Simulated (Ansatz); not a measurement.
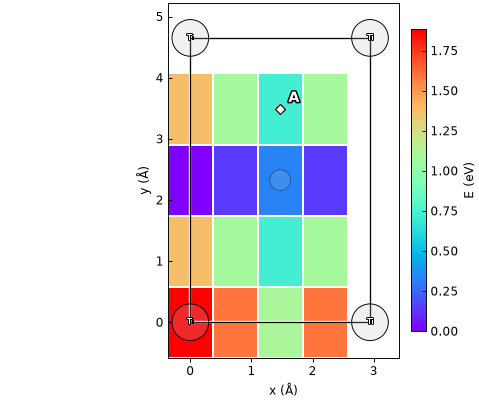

Si on a Ti(100) slab cut from the P6_3/mmc phase, its upper half relaxed before the scan (6 atoms of substrate and one adsorbate in a 1 × 1 cell). 
- Si is moved over the surface cell; relaxed at each place: the height of the adsorbate's atoms; substrate rigid; the origin of the map has the adsorbate above Ti6.
- Places are given modulo a cell vector. The map is drawn in real space over the plane of the surface.
- Grid: 4 × 4 points; 9 points were computed and 7 follow by symmetry.
- Energies are in eV, from the lowest grid point.
- The relaxed height changes by up to 0.8 Å between neighbouring points. With one adsorbate in each 1 × 1 cell, its nearest image is 2.9 Å away, so neighbouring adsorbates interact.
- Level of theory: DFT PBE, scalar-relativistic, plane waves, PAW in Ansatz 0.2.0. Settings: cutoff 420 eV, k-mesh 9×6×1, gaussian smearing 0.1 eV, no spin polarisation.

The picture shows one coloured cell a grid point, labelled circles for the atoms of the top layer and small ones for the second layer, the outline of one cell of the plane, the point A.

### Is A at rest? If not, where is it pushed?

A, at (2/4, 3/4) of the cell vectors, is not a stationary point. The computed force is 0.58 eV/Å in the plane, pointing down in the picture (components 0.00 and −0.58 eV/Å).

PAW datasets: the set soft_1.
